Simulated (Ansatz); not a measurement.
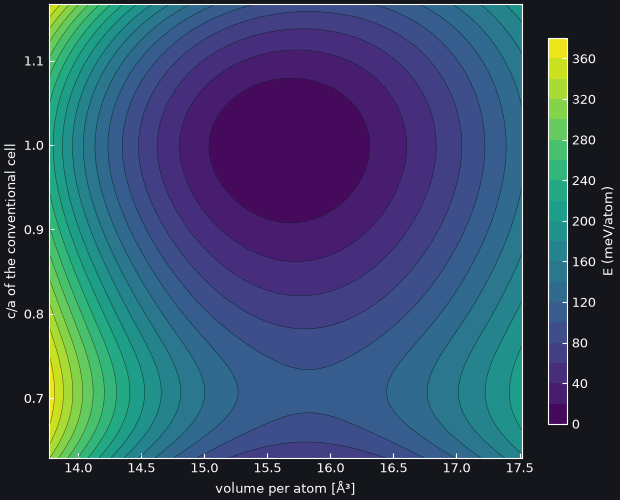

Pt (Fm-3m, No. 225; 1 atom in the cell). The energy is mapped over volume and the cell's shape. Coordinates scanned: (1) volume per atom; (2) c/a of the conventional cell. Nothing is relaxed (symmetry fixes all fractional coordinates). The grid has 7 × 9 points. Points are written as (first, second). Energies: meV/atom, counted from the lowest grid point. These are results of DFT PBE, scalar-relativistic, plane waves, PAW (Ansatz 0.2.0), not measurements. Settings: cutoff 420 eV, k-mesh 22×22×22, gaussian smearing 0.15 eV, no spin polarisation.

Drawn: filled contours. Between grid points the surface is interpolated.

The lowest grid point is at (15.64 Å³, 1.000) [fcc]. The energy also falls towards the edge at (15.64 Å³, 0.629) (63 meV/atom above the lowest), where a further well may lie outside the range. It is the only kind of minimum in the scanned range. The highest grid point, (13.77 Å³, 0.734), lies 369 meV/atom above the lowest. Round the minimum the two coordinates are nearly uncoupled.

The level of theory is changed to DFT LDA, scalar-relativistic, plane waves, PAW (Ansatz 0.2.0); with it change the cell, relaxed at the new level (first cell vector 2.753 Å, before 2.807 Å); the new grid has 7 × 9 points.

**What does this change do to the map?**

The minimum (interpolated where it lies between grid points) moves from (15.64 Å³, 1.000) [fcc] to (14.76 Å³, 1.000) [fcc]. The curvature at the minimum changes from about 0.099 to 0.13 eV/(Å³)² along volume per atom and from about 5.9 to 6.9 eV per unit squared along c/a of the conventional cell (per cell).

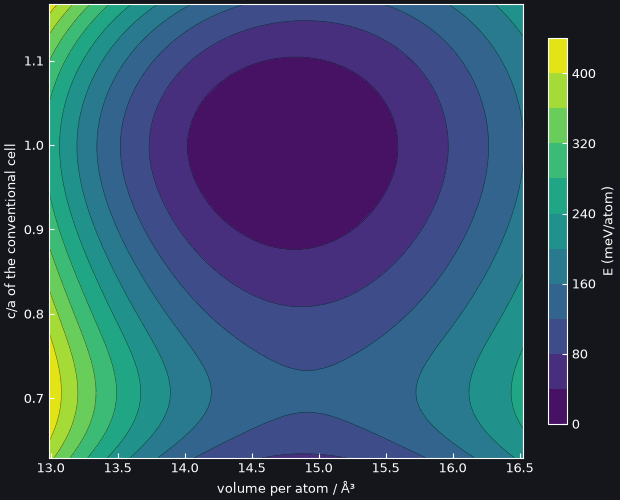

The map after the change, on a colour scale of its own. Drawn: filled contours. Between grid points the surface is interpolated.

PAW datasets: the set soft_1.
